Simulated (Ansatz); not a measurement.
## Electronic structure of SnO2 in real space

```
Sn O
1.0
    -3.23826    3.41349    3.41351
     3.23826   -3.41349    3.41351
     3.23826    3.41349   -3.41351
Sn O
4 8
Direct
  0.00000 0.25000 0.75000
  0.00000 0.75000 0.25000
  0.50000 0.50000 0.50000
  0.50000 0.00000 0.00000
  0.19342 0.19342 0.50000
  0.69342 0.75000 0.94342
  0.19342 0.69342 0.00000
  0.30658 0.75000 0.55658
  0.69342 0.25000 0.44342
  0.30658 0.25000 0.05658
  0.80658 0.30658 0.00000
  0.80658 0.80658 0.50000
```

Space group P4₂/mnm; a structure from a database of computed crystals, not necessarily the ambient phase.

These are results of DFT PBE, scalar-relativistic, plane waves, PAW (Ansatz 0.2.0), not measurements.

The density is the valence pseudo-density of a PAW calculation; it isn't the true density close to the nuclei.

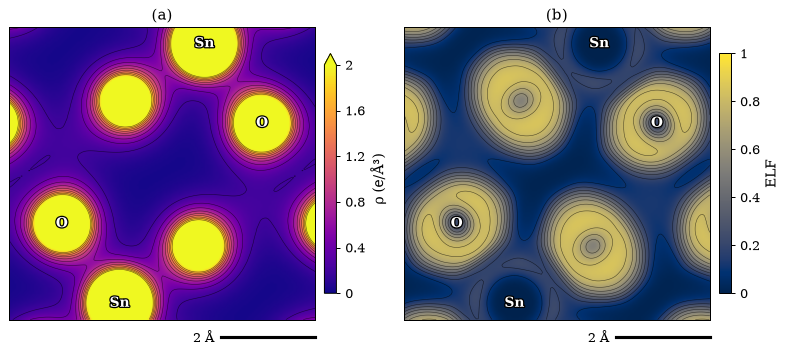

Figure 1. (a) valence pseudo-density; (b) electron localisation function on the (101̄) plane of the calculation cell.

**Interpret the plot.**

The plane passes through Sn and O nuclei.
Atoms just off the plane (O, 0.3 Å away) can leave unmarked features too.
Sn–O (2.09 Å): ρ at the midpoint is about 0.61 e/Å³; the ELF peaks at about 0.80 in the valence shell of O, 0.6 Å from its nucleus, and is about 0.25 at the midpoint (no shared electron pair shows on this line).
Between the atoms the lowest density in this plane is 0.03 e/Å³.
The ELF also peaks beside O, away from the bonds: lone-pair regions.

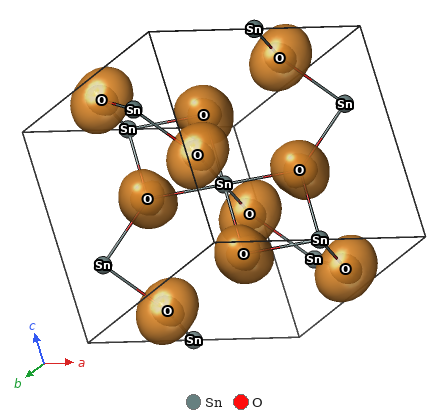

Figure 2. Isosurface of the ELF at 0.75 (orange), seen at an oblique angle. Core shells and regions of very low density are left out. Sticks mark near contacts.

**Describe the localisation domains.**

The ELF exceeds this value in eight regions wrapped around O (the valence shell of each), counted in one cell of 12 atoms. Any copies at cell faces, edges or corners count once.

**Does the calculation give a band gap?**

It is gapped, with a Kohn–Sham gap of 0.68 eV on the k-point mesh, an upper bound to the gap of this method.
